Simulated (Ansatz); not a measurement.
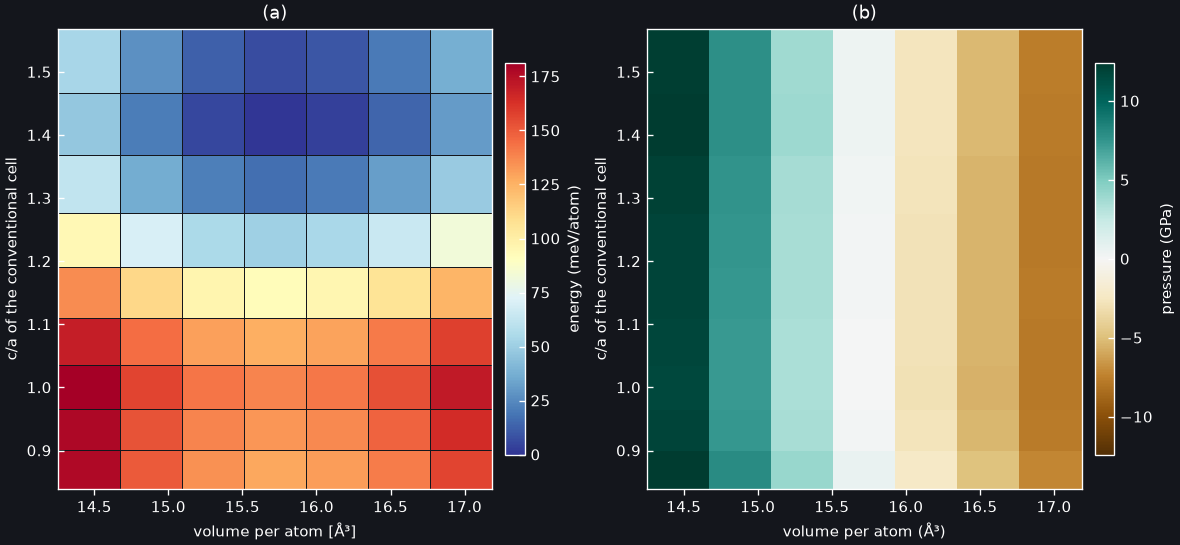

TiAl (Pm-3m, No. 221; 2 atoms in the cell). The energy is mapped over volume and the cell's shape. First axis: volume per atom. Second axis: c/a of the conventional cell. Nothing is relaxed (symmetry fixes all fractional coordinates). The scan uses a 7 × 9 grid. Points are written as (first, second). Energies are in meV/atom, from the lowest grid point. All numbers below come from DFT PBEsol, scalar-relativistic, plane waves, PAW in Ansatz 0.2.0. Settings: cutoff 520 eV, k-mesh 16×16×16, gaussian smearing 0.15 eV, no spin polarisation.

Panel (a) is the energy; panel (b) is the computed pressure, in GPa.

In the figure: one coloured cell a grid point.

Question: How does the pressure vary over the map, and what is it at the lowest grid point?

Answer: It runs from −7.8 GPa at (16.98 Å³, 1.000) to 12.4 GPa at (14.46 Å³, 0.870). At the lowest grid point, (15.72 Å³, 1.416), it is 0.4 GPa. The pressure is minus the slope of the energy with volume, so it vanishes at the true minimum, which need not be a grid point.

PAW datasets: the set soft_1.
